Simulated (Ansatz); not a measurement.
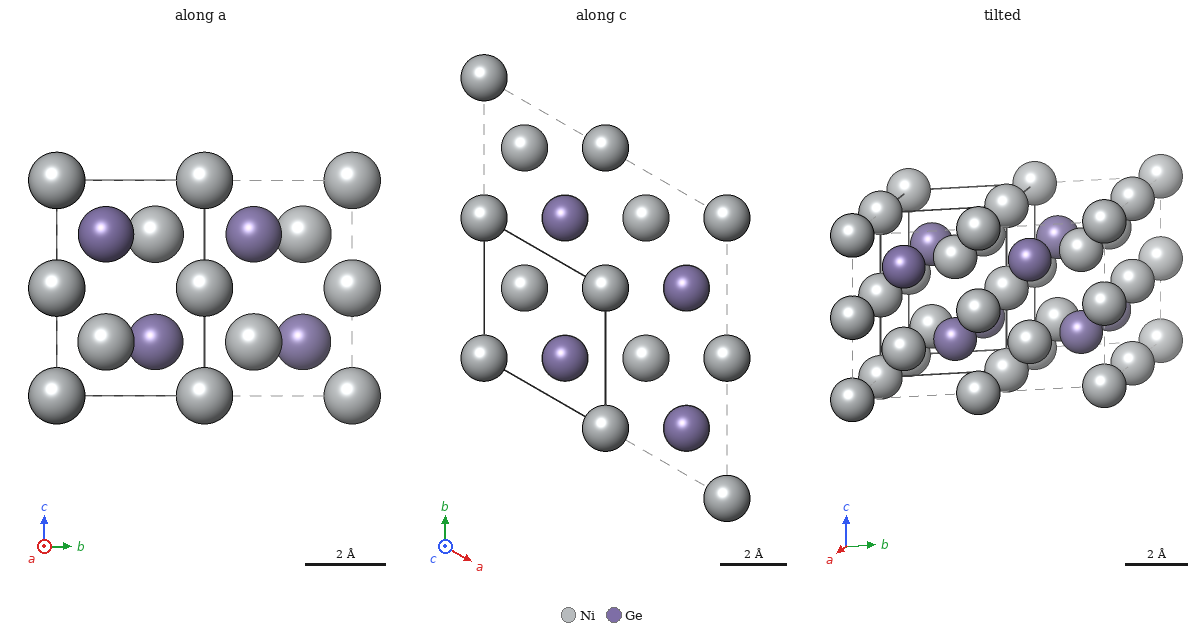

View along the a axis, along the c axis and slightly off an axis, drawn as a spheres-only model. The conventional unit cell (solid box) is repeated to 2×2×1 cells.

The stoichiometry is Ni$_{2}$Ge. The structure has P6_3/mmc (No. 194) symmetry and a primitive hexagonal lattice. Its structure type: Ni₂In type. The cell comprises 2 formula units: 4 Ni, 2 Ge. Ge bonds to eleven Ni at about 2.5 to 2.8 Å. Ni takes two kinds of site: 2d with six Ni and five Ge (about 2.8 Å to Ni, 2.5 to 2.7 Å to Ge); 2a with eight Ni and six Ge (about 2.7 to 2.8 Å to Ni, 2.8 Å to Ge).

The model was built from a structure listed in the Materials Project. The cell was then strained or its atoms displaced on purpose. A calculation with Ansatz used it as input.

At this level of theory the run's own cell isn't at rest (stretched, at -27 GPa), so its distances can differ from those at equilibrium, the more so the softer the solid.
